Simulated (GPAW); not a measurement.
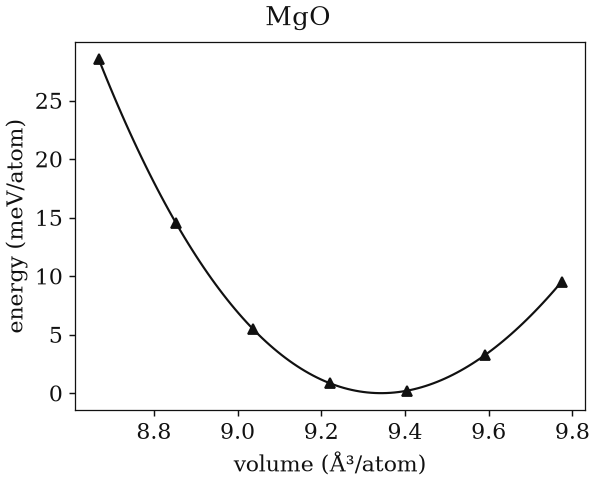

The plot gives the computed energy against volume for MgO, space group Fm-3m (No. 225).

Starting cell:
```
Mg O
1.0
     0.00000    2.09700    2.09700
     2.09700    0.00000    2.09700
     2.09700    2.09700    0.00000
Mg O
1 1
Direct
  0.00000 0.00000 0.00000
  0.50000 0.50000 0.50000
```

Calculation (GPAW 26.7.0): PAW DFT in plane waves, on a grid or in atomic orbitals, no spin polarisation; energies at scaled volumes of the given cell, shape and fractions fixed, counted from the fit's minimum, third-order Birch-Murnaghan fit. Level: r2SCAN.

- k mesh: 11×11×11
- occupations: Fermi–Dirac
- smearing width: 0.05 eV
- potentials: GPAW PAW data sets (gpaw data 1.2.1)
- wave cutoff: 800 eV
- program settings: basis pw

This calculation gives: equilibrium volume 9.34 Å³/atom and bulk modulus 165 GPa.

Now Mg is replaced by Ca on all its sites, which gives CaO in the same structure. The second calculation uses k mesh 10×10×10. Predict the effect.

The equilibrium volume rises from 9.34 to 13.90 Å³/atom (+49 %) and the bulk modulus falls from 165 to 116 GPa (−30 %).

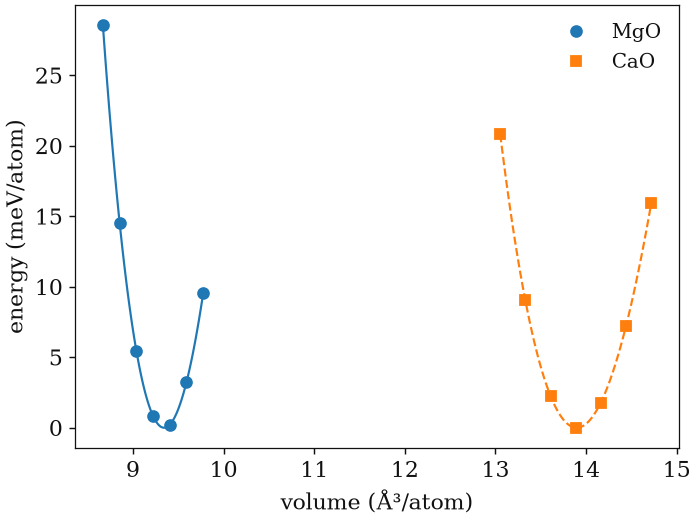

The two results together.

V0 and the bulk modulus come from third-order Birch–Murnaghan fits.
